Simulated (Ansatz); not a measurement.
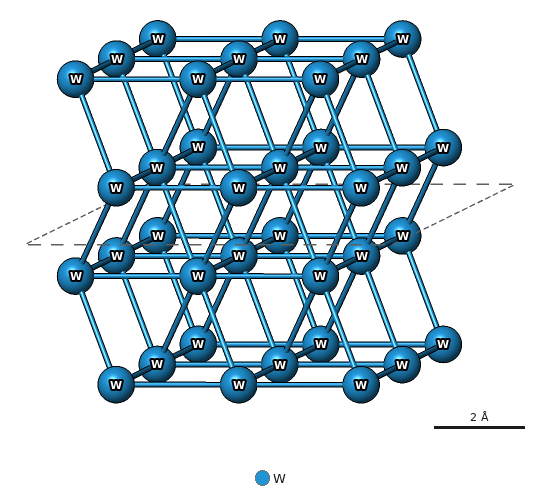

Energy scan for crystalline W (Im-3m), in which the crystal is pulled apart rigidly along the normal of the (0 1 1) plane of the conventional cell, at a cut between a plane of W below and one of W above, 2.23 Å apart. One cut stands in each cell, which starts 8.9 Å high; nothing is relaxed, and the dashed outline marks the cut. The picture shows the perfect crystal around the cut (dashed). A ball-and-stick model of the layers on both sides of the cut, seen from the side, nearly along the cut plane.

Computed with Ansatz 0.2.0, DFT PBEsol, scalar-relativistic, plane waves, PAW. (plane-wave cutoff 420 eV; k-point mesh 23 × 23 × 7; occupations gaussian; smearing width 0.15 eV; no spin polarisation). Energies (free energies at the smearing named) are counted from the relaxed crystal.

Input
```yaml
crystal:
  lattice:
    - [-1.5771801388, 1.5771801388, -1.5771801388]
    - [-1.5771801388, -1.5771801388, 1.5771801388]
    - [0.0, 6.308720555, 6.308720555]
  atoms:
    - { symbol: W, position: [0.0, 0.0, 0.0] }
    - { symbol: W, position: [0.5, 0.5, 0.25] }
    - { symbol: W, position: [0.0, 0.0, 0.5] }
    - { symbol: W, position: [0.5, 0.5, 0.75] }
basis:
  ecutwfc: 420
kpoints:
  mp_grid: { grid: [23, 23, 7] }
hamiltonian:
  xc: pbesol
scf:
  occupations: { method: gaussian, width: 0.15 }
output:
  forces: true
  stress: true
  eigenvalues: true
```

Launched with:
```bash
ansatz run input.yaml --threads 2 --pin off --max-ram 5120MiB --backend cpu --events-out ev --progress --plain --runs-dir out
```

What energies does the calculation give (the opening: −0.30, −0.15, 0.00, 0.25, 0.50, 0.75, 1.00, 1.50, 2.00, 3.00, 4.50, 6.00 Å)?

```
opening (Å)  ΔE per area (J/m²)
      −0.30                1.26
      −0.15                0.27
       0.00                0.00
       0.25                0.51
       0.50                1.59
       0.75                2.79
       1.00                3.90
       1.50                5.52
       2.00                6.42
       3.00                7.10
       4.50                7.24
       6.00                7.25
```

At the widest opening, 6.00 Å, the energy has risen by 7.25 J/m², where the curve has levelled off: this is the ideal work of separation, the sum of the two unrelaxed surface energies of a slab 8.9 Å thick. The steepest rise lies between 0.50 Å and 0.75 Å, with a mean traction of about 48 GPa. Pressing the cut together by 0.30 Å costs 1.26 J/m².

The computed profile:

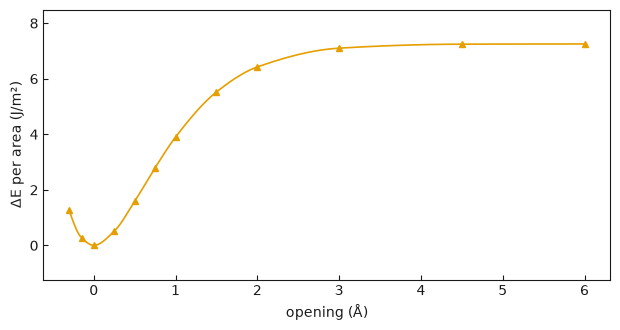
